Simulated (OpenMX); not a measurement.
## PtSe2: 7 runs along one coordinate

System: PtSe2 (3 atoms in the cell).
Method: Kohn-Sham DFT of a periodic cell, LDA, OpenMX 2013 LDA set, no spin polarisation (OpenMX 3.8.5).

The 7 runs differ only in the geometry, by an even scaling of the cell at fixed fractional positions. The structure derives from an entry of the Crystallography Open Database.

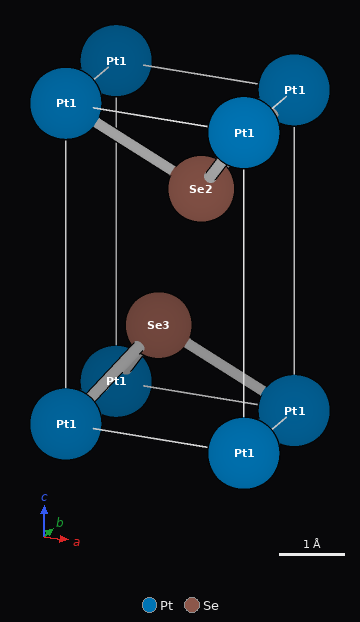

Figure 1. The structure of run 4 (ball-and-stick view of the cell of the calculation, seen slightly off an axis; atoms are numbered from 1 in the order of the input). An atom can appear more than once, as a periodic image.

**Input of run 4**
```
System.CurrrentDirectory             ./
System.Name                          PtSe2
DATA.PATH                            ./DFT_DATA13
level.of.stdout                      1
level.of.fileout                     0
Species.Number                       2
<Definition.of.Atomic.Species
  Pt  Pt7.0-s3p2d2f1         Pt_CA13
  Se  Se7.0-s3p2d2           Se_CA13
Definition.of.Atomic.Species>

Atoms.Number                         3
Atoms.SpeciesAndCoordinates.Unit     FRAC
<Atoms.SpeciesAndCoordinates
    1  Pt    0.0000000000    0.0000000000    0.0000000000   8.000  8.000
    2  Se    0.6666666667    0.3333333333    0.7500000000   3.000  3.000
    3  Se    0.3333333333    0.6666666667    0.2500000000   3.000  3.000
Atoms.SpeciesAndCoordinates>

Atoms.UnitVectors.Unit               Ang
<Atoms.UnitVectors
     3.7240000000    0.0000000000    0.0000000000
    -1.8620000000    3.2250786037    0.0000000000
     0.0000000000    0.0000000000    5.0620000000
Atoms.UnitVectors>

scf.XcType                           LDA
scf.SpinPolarization                 off
scf.ElectronicTemperature            580.226
scf.energycutoff                     400.0
scf.maxIter                          100
scf.EigenvalueSolver                 band
scf.Kgrid                            9 9 5
scf.Mixing.Type                      rmm-diisk
scf.Init.Mixing.Weight               0.05
scf.Min.Mixing.Weight                0.001
scf.Max.Mixing.Weight                0.3
scf.Mixing.History                   25
scf.Mixing.StartPulay                8
scf.criterion                        1.0e-8
scf.stress.tensor                    on
MD.Type                              nomd
Band.dispersion                      on
Band.Nkpath                          9
<Band.kpath
    8   0.000000  0.000000  0.000000    0.500000  0.000000  0.000000  G M
    5   0.500000  0.000000  0.000000    0.333333  0.333333  0.000000  M K
    9   0.333333  0.333333  0.000000    0.000000  0.000000  0.000000  K G
    5   0.000000  0.000000  0.000000    0.000000  0.000000  0.500000  G A
    8   0.000000  0.000000  0.500000    0.500000  0.000000  0.500000  A L
    5   0.500000  0.000000  0.500000    0.333333  0.333333  0.500000  L H
    9   0.333333  0.333333  0.500000    0.000000  0.000000  0.500000  H A
    5   0.500000  0.000000  0.500000    0.500000  0.000000  0.000000  L M
    5   0.333333  0.333333  0.000000    0.333333  0.333333  0.500000  K H
Band.kpath>
```

Command:
```bash
openmx PtSe2.dat -nt 1 > PtSe2.std
```

Run 6 has the same physical settings and fractional positions; its lattice vectors (Å) are:
```
   3.773006    0.000000    0.000000
  -1.886503    3.267519    0.000000
   0.000000    0.000000    5.128613
```

**Results, with one run withheld**

| run | volume per atom (Å³) | free energy per atom, from the lowest run given (meV) |
| --- | --- | --- |
| 1 | 19.049 | 37.97 |
| 2 | 19.455 | 16.85 |
| 3 | 19.860 | 4.53 |
| 4 | 20.265 | 0.00 |
| 5 | 20.671 | 2.37 |
| 6 | 21.076 | ? |
| 7 | 21.481 | 24.94 |

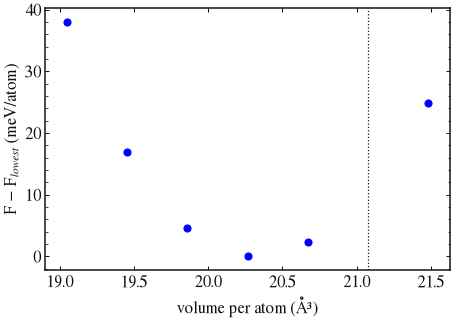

Figure 2. Free energy per atom of the runs given; the dotted line marks run 6.

Fit the runs given and predict run 6.

A cubic polynomial in V^(−2/3) (the Birch–Murnaghan form), fitted to the 6 runs given, misses them by at most 0.01 meV per atom. With x = V^(−2/3) − 0.13525 Å⁻², it reads F = 0.91779 + 2066.2 x + 1.0774e+06 x² + 3.3653e+06 x³ (meV per atom). At run 6 it gives 10.92 meV per atom, and the run itself gives 10.95. The fit has its minimum at 20.321 Å³ per atom, where V d²F/dV² gives 135 GPa. Cell shape and fractional positions are held, so this is the stiffness under even scaling; the relaxed bulk modulus wasn't computed and can be far lower in a crystal of layers, chains or molecules like this one.

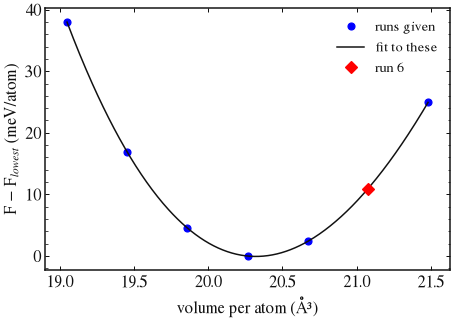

Figure 3. The fit and the withheld run.

**Some lines of the output (run 6)**
```
[...]
  Cell_Volume =    426.679682989870 (Bohr^3)
        Total energy (Hartree) at MD = 1
   kloop=0
   kloop=1
   kloop=202
```

Notes: Spin–orbit coupling is left out, which matters for Pt. With a small basis of atomic orbitals these values can differ much from converged plane-wave results.
